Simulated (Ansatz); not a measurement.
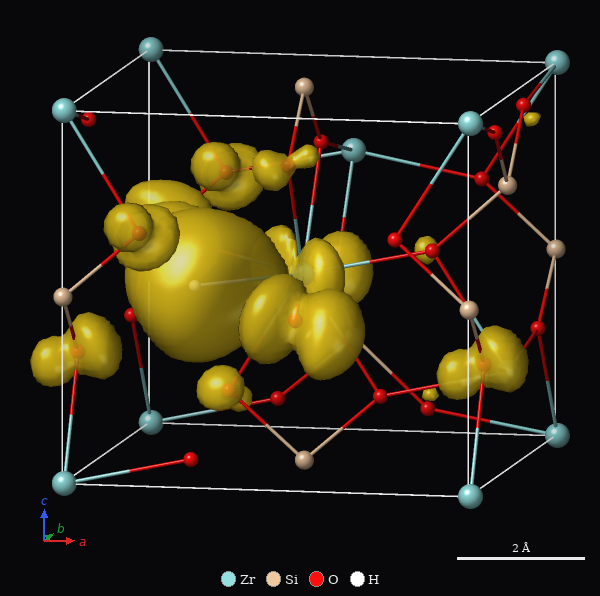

Zr4Si4HO16 (cell with a defect). Isosurface of the spin density (up minus down) at +0.01 e/Å³ (yellow), seen slightly off an axis. Sticks mark near contacts.

PAW files of the earlier set (soft_1); spin-polarised.

Computed with DFT PBE-D3(BJ), scalar-relativistic, plane waves, PAW (Ansatz).

The density is the valence pseudo-density of a PAW calculation; it isn't the true density close to the nuclei.

```cif
data_structure
_symmetry_space_group_name_H-M 'P 1'
_symmetry_Int_Tables_number 1
_cell_length_a 6.5592
_cell_length_b 6.5592
_cell_length_c 5.9553
_cell_angle_alpha 90.000
_cell_angle_beta 90.000
_cell_angle_gamma 90.000
_cell_volume 256.22
loop_
_atom_site_label
_atom_site_type_symbol
_atom_site_fract_x
_atom_site_fract_y
_atom_site_fract_z
_atom_site_occupancy
Zr1 Zr 0.98944 0.50637 0.25094 1
Zr2 Zr 0.00454 0.00439 0.00027 1
Si1 Si 0.00176 0.00166 0.50033 1
Si2 Si 0.50863 0.98799 0.24897 1
O1 O 0.49086 0.30609 0.81953 1
O2 O 0.68886 0.98845 0.06365 1
O3 O 0.99867 0.19009 0.32270 1
O4 O 0.31748 0.99801 0.07629 1
O5 O 0.53767 0.17193 0.42768 1
O6 O 0.19024 0.99913 0.67782 1
O7 O 0.50035 0.80442 0.42979 1
O8 O 0.30591 0.49145 0.18057 1
Zr3 Zr 0.50644 0.98958 0.74959 1
Zr4 Zr 0.48814 0.48828 0.50016 1
Si3 Si 0.49129 0.49145 0.00011 1
Si4 Si 0.98803 0.50837 0.75156 1
O9 O 0.99603 0.82003 0.31744 1
O10 O 0.17206 0.53649 0.57294 1
O11 O 0.49255 0.67852 0.82296 1
O12 O 0.80438 0.50048 0.57073 1
O13 O 0.98877 0.68878 0.93675 1
O14 O 0.67835 0.49266 0.17730 1
O15 O 0.99749 0.31737 0.92451 1
O16 O 0.82018 0.99568 0.68325 1
H1 H 0.26934 0.26817 0.49614 1
```

**Describe the spin distribution.**

The spin density sits on H: +0.5 μB in one cell of 25 atoms, with smaller moments on other sites: O (up to +0.10 μB): with much of the spin spread outside that site. The cell of the calculation (25 atoms) carries 1.0 μB of net spin moment.
